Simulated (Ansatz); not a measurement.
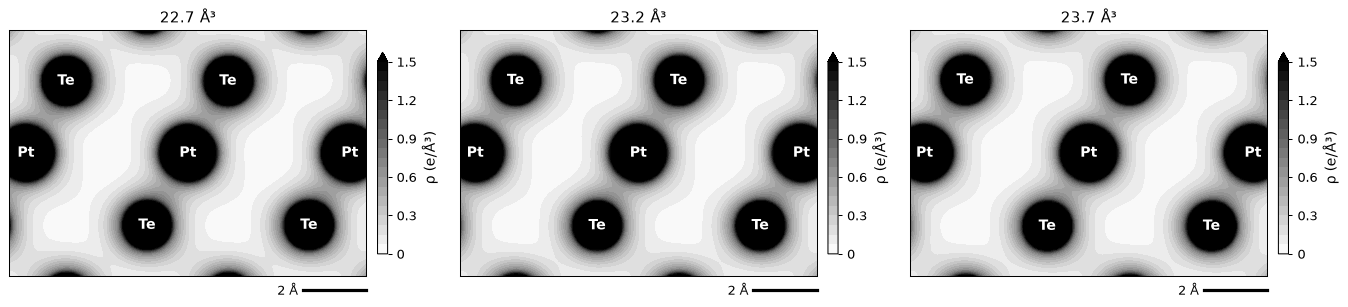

Te$_{2}$Pt. The valence charge density (pseudo) of cells scaled evenly to different volumes (given per atom above each panel), on the (110) plane of each (indices in the axes of the cell below), at one length scale and on one colour scale.

Theory: Kohn-Sham DFT of a periodic cell, PBE, Ansatz PAW in Ansatz.

In a PAW calculation such maps are meaningful between the atoms, not at the nuclei.

The largest cell:

```yaml
crystal:
  lattice:
    - [4.06277, 0.00000, 0.00000]
    - [-2.03138, 3.51846, 0.00000]
    - [0.00000, 0.00000, 5.26944]
  atoms:
    - { symbol: Pt, position: [0.00000, 0.00000, 0.00000] }
    - { symbol: Te, position: [0.66667, 0.33333, 0.75000] }
    - { symbol: Te, position: [0.33333, 0.66667, 0.25000] }
```

| volume (Å³/atom) | Te–Pt contact in the plane (Å) | ρ at its midpoint (e/Å³) | pressure (GPa) | 
| --- | --- | --- | --- |
| 22.69 | 2.601 | 0.567 | 18.2 | 
| 23.18 | 2.619 | 0.550 | 14.6 | 
| 23.66 | 2.637 | 0.534 | 11.5 | 
| 24.14 | 2.655 | ? | ? | 
| 25.11 | 2.690 | 0.490 | 3.9 | 

Question: Estimate the missing row, and compare with the calculation.

Answer: Over the known rows ln ρ falls by 1.64 per Å of Te–Pt distance (a least-squares line), which gives 0.519 e/Å³ at 2.655 Å; the calculation gives 0.518 e/Å³. For the pressure, a straight line in volume between the neighbouring rows gives 9.0 GPa; the calculation gives 8.7.
